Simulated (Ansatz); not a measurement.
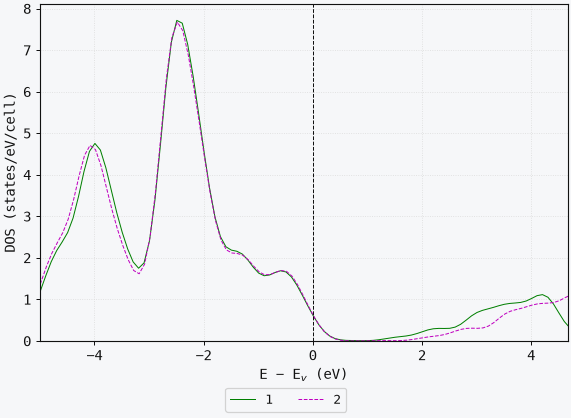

Total densities of states of rocksalt AgBr, space group Fm-3m (No. 225), 2 atoms in the primitive cell (cubic a = 5.740 Å), by two methods on the same cell. The DOS curves are built from the levels of the k mesh with Gaussians 0.55 eV wide, which also blur the band edges; ripples of that width can come from the mesh. Each is counted from its own valence-band top.

**Which curve is which? The methods: r2SCAN, PBE.**

1 is PBE; 2 is r2SCAN. PBE gives a gap of 0.67 eV and r2SCAN gives a gap of 1.29 eV.

Settings. PBE: Ansatz PAW, no spin polarisation, no spin-orbit coupling, 8×8×8 k mesh, 420 eV cutoff, Fermi-Dirac smearing of 0.05 eV (Ansatz). r2SCAN: Ansatz PAW, no spin polarisation, no spin-orbit coupling, 8×8×8 k mesh, 500 eV cutoff, Fermi-Dirac smearing of 0.05 eV (Ansatz).

Gaps are the smallest over all k points computed. Spin-orbit coupling is left out, which matters for Br. LDA, GGA and most meta-GGA functionals understate gaps. r2SCAN: the PAW data sets were made with another functional.
